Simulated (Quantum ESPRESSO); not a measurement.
Run report: GaN, band-structure run (part 1 of 2)

The run: band-structure run of GaN (F-43m, 2 atoms in the cell). Method and program: Kohn-Sham DFT of a periodic cell, vdW-DF2, PseudoDojo 0.4.1 SR PBE standard, no spin polarisation (Quantum ESPRESSO 7.5).

The structure derives from a Materials Project entry.

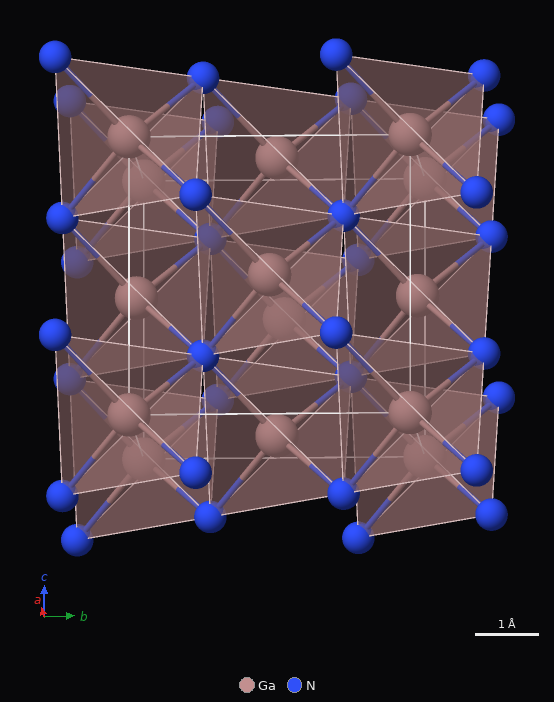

*The structure as given in the input (polyhedral view of the cell 4 times as large as that of the calculation, set on its symmetry axes, seen at an oblique angle; polyhedra are completed across the faces of the cell).*

## The input
```
&CONTROL
  calculation = 'scf'
  prefix = 'pwscf'
  outdir = './tmp'
  pseudo_dir = './pseudo'
  tprnfor = .true.
  tstress = .true.
  disk_io = 'low'
/
&SYSTEM
  ibrav = 0
  A = 3.18693112
  nat = 2
  ntyp = 2
  ecutwfc = 84
  nbnd = 15
  input_dft = 'vdw-df2'
  occupations = 'smearing'
  smearing = 'fd'
  degauss = 0.00367493
/
&ELECTRONS
  conv_thr = 4d-10
  electron_maxstep = 120
  mixing_beta = 0.5
/
ATOMIC_SPECIES
Ga    69.7230 Ga.upf
N     14.0070 N.upf
CELL_PARAMETERS alat
   0.0000000000    0.7071067816    0.7071067816
   0.7071067816    0.0000000000    0.7071067816
   0.7071067816    0.7071067816    0.0000000000
ATOMIC_POSITIONS alat
Ga     0.0000000000    0.0000000000    0.0000000000
N      0.3535533908    0.3535533908    0.3535533908
K_POINTS automatic
10 10 10 0 0 0
```

## File bands.in
```
&CONTROL
  calculation = 'bands'
  prefix = 'pwscf'
  outdir = './tmp'
  pseudo_dir = './pseudo'
  disk_io = 'low'
  verbosity = 'high'
/
&SYSTEM
  ibrav = 0
  A = 3.18693112
  nat = 2
  ntyp = 2
  ecutwfc = 84
  nbnd = 15
  input_dft = 'vdw-df2'
  occupations = 'smearing'
  smearing = 'fd'
  degauss = 0.00367493
/
&ELECTRONS
  conv_thr = 1d-08
  electron_maxstep = 120
  mixing_beta = 0.5
  diago_full_acc = .true.
/
ATOMIC_SPECIES
Ga    69.7230 Ga.upf
N     14.0070 N.upf
CELL_PARAMETERS alat
   0.0000000000    0.7071067816    0.7071067816
   0.7071067816    0.0000000000    0.7071067816
   0.7071067816    0.7071067816    0.0000000000
ATOMIC_POSITIONS alat
Ga     0.0000000000    0.0000000000    0.0000000000
N      0.3535533908    0.3535533908    0.3535533908
K_POINTS crystal
60
 0.0000000000  0.0000000000  0.0000000000 1
 0.0625000000  0.0000000000  0.0625000000 1
 0.1250000000  0.0000000000  0.1250000000 1
 0.1875000000  0.0000000000  0.1875000000 1
 0.2500000000  0.0000000000  0.2500000000 1
 0.3125000000  0.0000000000  0.3125000000 1
 0.3750000000  0.0000000000  0.3750000000 1
 0.4375000000  0.0000000000  0.4375000000 1
 0.5000000000  0.0000000000  0.5000000000 1
 0.5000000000  0.0625000000  0.5625000000 1
 0.5000000000  0.1250000000  0.6250000000 1
 0.5000000000  0.1875000000  0.6875000000 1
 0.5000000000  0.2500000000  0.7500000000 1
 0.4375000000  0.3125000000  0.7500000000 1
 0.3750000000  0.3750000000  0.7500000000 1
 0.3375000000  0.3375000000  0.6750000000 1
 0.3000000000  0.3000000000  0.6000000000 1
 0.2625000000  0.2625000000  0.5250000000 1
 0.2250000000  0.2250000000  0.4500000000 1
 0.1875000000  0.1875000000  0.3750000000 1
 0.1500000000  0.1500000000  0.3000000000 1
 0.1125000000  0.1125000000  0.2250000000 1
 0.0750000000  0.0750000000  0.1500000000 1
 0.0375000000  0.0375000000  0.0750000000 1
 0.0000000000  0.0000000000  0.0000000000 1
 0.0625000000  0.0625000000  0.0625000000 1
 0.1250000000  0.1250000000  0.1250000000 1
 0.1875000000  0.1875000000  0.1875000000 1
 0.2500000000  0.2500000000  0.2500000000 1
 0.3125000000  0.3125000000  0.3125000000 1
 0.3750000000  0.3750000000  0.3750000000 1
 0.4375000000  0.4375000000  0.4375000000 1
 0.5000000000  0.5000000000  0.5000000000 1
 0.5250000000  0.4500000000  0.5250000000 1
 0.5500000000  0.4000000000  0.5500000000 1
 0.5750000000  0.3500000000  0.5750000000 1
 0.6000000000  0.3000000000  0.6000000000 1
 0.6250000000  0.2500000000  0.6250000000 1
 0.5833333333  0.2500000000  0.6666666667 1
 0.5416666667  0.2500000000  0.7083333333 1
 0.5000000000  0.2500000000  0.7500000000 1
 0.5000000000  0.2857142857  0.7142857143 1
 0.5000000000  0.3214285714  0.6785714286 1
 0.5000000000  0.3571428571  0.6428571429 1
 0.5000000000  0.3928571429  0.6071428571 1
 0.5000000000  0.4285714286  0.5714285714 1
 0.5000000000  0.4642857143  0.5357142857 1
 0.5000000000  0.5000000000  0.5000000000 1
 0.4821428571  0.4821428571  0.5357142857 1
 0.4642857143  0.4642857143  0.5714285714 1
 0.4464285714  0.4464285714  0.6071428571 1
 0.4285714286  0.4285714286  0.6428571429 1
 0.4107142857  0.4107142857  0.6785714286 1
 0.3928571429  0.3928571429  0.7142857143 1
 0.3750000000  0.3750000000  0.7500000000 1
 0.6250000000  0.2500000000  0.6250000000 1
 0.5937500000  0.1875000000  0.5937500000 1
 0.5625000000  0.1250000000  0.5625000000 1
 0.5312500000  0.0625000000  0.5312500000 1
 0.5000000000  0.0000000000  0.5000000000 1
```

Machine: 1 thread of AMD EPYC (Zen 3), 24 GiB of memory available, shared host.

Launch command:
```bash
OMP_NUM_THREADS=1 pw.x -in pw.in > pw.out
OMP_NUM_THREADS=1 pw.x -in bands.in > bands.out
```

## What the program printed
```
This program is part of the open-source Quantum ESPRESSO suite
     for quantum simulation of materials; please cite
         "P. Giannozzi et al., J. Phys.:Condens. Matter 21 395502 (2009);
         "P. Giannozzi et al., J. Phys.:Condens. Matter 29 465901 (2017);
         "P. Giannozzi et al., J. Chem. Phys. 152 154105 (2020);
          URL
     in publications or presentations arising from this work. More details at

     IMPORTANT: XC functional enforced from input :
     Exchange-correlation= VDW-DF2
                           (   1   4  13   0   2   0   0)
     Any further DFT definition will be discarded
     Please, verify this is what you really want

     Message from routine setup:
     using ibrav=0 with symmetry is DISCOURAGED, use correct ibrav instead

     G-vector sticks info
     --------------------
     sticks:   dense  smooth     PW     G-vecs:    dense   smooth      PW
     Sum         847     847    253                16145    16145    2733

     Using Slab Decomposition

     bravais-lattice index     =            0
     lattice parameter (alat)  =       6.0224  a.u.
     unit-cell volume          =     154.4542 (a.u.)^3
     number of atoms/cell      =            2
     number of atomic types    =            2
     number of electrons       =        18.00
     number of Kohn-Sham states=           15
     kinetic-energy cutoff     =      84.0000  Ry
     charge density cutoff     =     336.0000  Ry
     scf convergence threshold =      4.0E-10
     mixing beta               =       0.5000
     number of iterations used =            8  plain     mixing
     Exchange-correlation= VDW-DF2
                           (   1   4  13   0   2   0   0)

     celldm(1)=   6.022427  celldm(2)=   0.000000  celldm(3)=   0.000000
     celldm(4)=   0.000000  celldm(5)=   0.000000  celldm(6)=   0.000000

     crystal axes: (cart. coord. in units of alat)
               a(1) = (   0.000000   0.707107   0.707107 )
               a(2) = (   0.707107   0.000000   0.707107 )
               a(3) = (   0.707107   0.707107   0.000000 )

     reciprocal axes: (cart. coord. in units 2 pi/alat)
               b(1) = ( -0.707107  0.707107  0.707107 )
               b(2) = (  0.707107 -0.707107  0.707107 )
               b(3) = (  0.707107  0.707107 -0.707107 )

     PseudoPot. # 1 for Ga read from file:
     Ga.upf
     Pseudo is Norm-conserving + core correction, Zval = 13.0
     Generated using ONCVPSP code by D. R. Hamann
     Using radial grid of 1902 points,  6 beta functions with:
                l(1) =   0
                l(2) =   0
                l(3) =   1
                l(4) =   1
                l(5) =   2
                l(6) =   2

     PseudoPot. # 2 for N  read from file:
     N.upf
     Pseudo is Norm-conserving + core correction, Zval =  5.0
     Generated using ONCVPSP code by D. R. Hamann
     Using radial grid of 1058 points,  4 beta functions with:
                l(1) =   0
                l(2) =   0
                l(3) =   1
                l(4) =   1

     atomic species   valence    mass     pseudopotential
     Ga               13.00    69.72300     Ga( 1.00)
     N                 5.00    14.00700     N ( 1.00)

     24 Sym. Ops. (no inversion) found

   Cartesian axes

     site n.     atom                  positions (alat units)
         1        Ga     tau(   1) = (   0.0000000   0.0000000   0.0000000  )
         2        N      tau(   2) = (   0.3535534   0.3535534   0.3535534  )

     number of k points=    47  Fermi-Dirac smearing, width (Ry)=  0.0037
                       cart. coord. in units 2pi/alat
        k(    1) = (   0.0000000   0.0000000   0.0000000), wk =   0.0020000
        k(    2) = (   0.0707107   0.0707107  -0.0707107), wk =   0.0160000
        k(    3) = (   0.1414214   0.1414214  -0.1414214), wk =   0.0160000
        k(    4) = (   0.2121320   0.2121320  -0.2121320), wk =   0.0160000
        k(    5) = (   0.2828427   0.2828427  -0.2828427), wk =   0.0160000
        k(    6) = (  -0.3535534  -0.3535534   0.3535534), wk =   0.0080000
        k(    7) = (   0.1414214   0.0000000  -0.0000000), wk =   0.0120000
        k(    8) = (   0.2121320   0.0707107  -0.0707107), wk =   0.0480000
        k(    9) = (   0.2828427   0.1414214  -0.1414214), wk =   0.0480000
        k(   10) = (   0.3535534   0.2121320  -0.2121320), wk =   0.0480000
        k(   11) = (  -0.2828427  -0.4242641   0.4242641), wk =   0.0480000
        k(   12) = (  -0.2121320  -0.3535534   0.3535534), wk =   0.0480000
        k(   13) = (  -0.1414214  -0.2828427   0.2828427), wk =   0.0480000
        k(   14) = (  -0.0707107  -0.2121320   0.2121320), wk =   0.0480000
        k(   15) = (   0.0000000  -0.1414214   0.1414214), wk =   0.0240000
        k(   16) = (   0.2828427   0.0000000  -0.0000000), wk =   0.0120000
        k(   17) = (   0.3535534   0.0707107  -0.0707107), wk =   0.0480000
        k(   18) = (   0.4242641   0.1414214  -0.1414214), wk =   0.0480000
        k(   19) = (  -0.2121320  -0.4949747   0.4949747), wk =   0.0480000
        k(   20) = (  -0.1414214  -0.4242641   0.4242641), wk =   0.0480000
        k(   21) = (  -0.0707107  -0.3535534   0.3535534), wk =   0.0480000
        k(   22) = (   0.0000000  -0.2828427   0.2828427), wk =   0.0240000
        k(   23) = (   0.4242641  -0.0000000   0.0000000), wk =   0.0120000
        k(   24) = (   0.4949747   0.0707107  -0.0707107), wk =   0.0480000
        k(   25) = (  -0.1414214  -0.5656854   0.5656854), wk =   0.0480000
        k(   26) = (  -0.0707107  -0.4949747   0.4949747), wk =   0.0480000
        k(   27) = (  -0.0000000  -0.4242641   0.4242641), wk =   0.0240000
        k(   28) = (   0.5656854   0.0000000  -0.0000000), wk =   0.0120000
        k(   29) = (  -0.0707107  -0.6363961   0.6363961), wk =   0.0480000
        k(   30) = (  -0.0000000  -0.5656854   0.5656854), wk =   0.0240000
        k(   31) = (  -0.7071068   0.0000000   0.0000000), wk =   0.0060000
        k(   32) = (   0.2828427   0.1414214   0.0000000), wk =   0.0480000
        k(   33) = (   0.3535534   0.2121320  -0.0707107), wk =   0.0960000
        k(   34) = (  -0.2828427  -0.4242641   0.5656854), wk =   0.0960000
        k(   35) = (  -0.2121320  -0.3535534   0.4949747), wk =   0.0480000
        k(   36) = (   0.4242641   0.1414214  -0.0000000), wk =   0.0480000
        k(   37) = (  -0.2121320  -0.4949747   0.6363961), wk =   0.0960000
        k(   38) = (  -0.1414214  -0.4242641   0.5656854), wk =   0.0960000
        k(   39) = (  -0.0707107  -0.3535534   0.4949747), wk =   0.0960000
        k(   40) = (   0.0000000  -0.2828427   0.4242641), wk =   0.0480000
        k(   41) = (  -0.1414214  -0.5656854   0.7071068), wk =   0.0480000
        k(   42) = (  -0.0707107  -0.4949747   0.6363961), wk =   0.0960000
        k(   43) = (  -0.0000000  -0.4242641   0.5656854), wk =   0.0480000
        k(   44) = (  -0.7071068   0.1414214   0.0000000), wk =   0.0240000
        k(   45) = (  -0.1414214  -0.4242641   0.7071068), wk =   0.0480000
        k(   46) = (  -0.0707107  -0.3535534   0.6363961), wk =   0.0480000
        k(   47) = (  -0.7071068   0.2828427   0.0000000), wk =   0.0240000

     Dense  grid:    16145 G-vectors     FFT dimensions: (  36,  36,  36)

     Initial potential from superposition of free atoms

     starting charge      17.9973, renormalised to      18.0000

     %%%%%%%%%%%%%%%%%%%%%%%%%%%%%%%%%%%%%%%%%%%%%%%%%%%%%%%%%%%%%%%%%%%%%%%%
     %                                                                      %
     % You are using vdW-DF, which was implemented by the Thonhauser group. %
     % Please cite the following two papers that made this development      %
     % possible and the two reviews that describe the various versions:     %
     %                                                                      %
     %   T. Thonhauser et al., PRL 115, 136402 (2015).                      %
     %   T. Thonhauser et al., PRB 76, 125112 (2007).                       %
     %   K. Berland et al., Rep. Prog. Phys. 78, 066501 (2015).             %
     %   D.C. Langreth et al., J. Phys.: Condens. Matter 21, 084203 (2009). %
     %                                                                      %
     % If you are calculating stress with vdW-DF, please also cite:         %
     %                                                                      %
     %   R. Sabatini et al., J. Phys.: Condens. Matter 24, 424209 (2012).   %
     %                                                                      %
     %%%%%%%%%%%%%%%%%%%%%%%%%%%%%%%%%%%%%%%%%%%%%%%%%%%%%%%%%%%%%%%%%%%%%%%%

     %%%%%%%%%%%%%%%%%%%%%%%%%%%%%%%%%%%%%%%%%%%%%%%%%%%%%%%%%%%%%%%%%%%%%%%%
     %                                                                      %
     %  vdW-DF NEWS:                                                        %
     %                                                                      %
     %  * vdW-DF3 is now available. DOI: 10.1021/acs.jctc.0c00471           %
     %    use with input_dft = 'vdW-DF3-opt1' or 'vdW-DF3-opt2'             %
     %                                                                      %
     %  * Unscreened and range-separated hybrid vdW-DF-cx functionals       %
     %    DOI: 10.1063/1.4986522 and 10.1088/1361-648X/ac2ad2               %
     %    use with input_dft = 'vdW-DF-cx0'    and 'vdW-DF-ahcx'            %
     %  * Unscreened and range-separated hybrid vdW-DF2-b86r functionals    %
     %    DOI: 10.1063/1.4986522 and DOI: 10.1103/PhysRevX.12.041003        %
     %    use with input_dft = 'vdW-DF2-br0' and 'vdW-DF2-ahbr'             %
     %                                                                      %
     %%%%%%%%%%%%%%%%%%%%%%%%%%%%%%%%%%%%%%%%%%%%%%%%%%%%%%%%%%%%%%%%%%%%%%%%

     Starting wfcs are   13 randomized atomic wfcs +    2 random wfcs

     Self-consistent Calculation

     iteration #  1     ecut=    84.00 Ry     beta= 0.50
     Davidson diagonalization with overlap
     ethr =  1.00E-02,  avg # of iterations =  6.2

     total energy              =    -174.52469070 Ry
     estimated scf accuracy    <       0.62838163 Ry

     iteration #  2     ecut=    84.00 Ry     beta= 0.50
     Davidson diagonalization with overlap
     ethr =  3.49E-03,  avg # of iterations =  1.9

     total energy              =    -174.71203172 Ry
     estimated scf accuracy    <       0.13264162 Ry

     iteration #  3     ecut=    84.00 Ry     beta= 0.50
     Davidson diagonalization with overlap
     ethr =  7.37E-04,  avg # of iterations =  1.9

     negative rho (up, down):  5.660E-07 0.000E+00
```
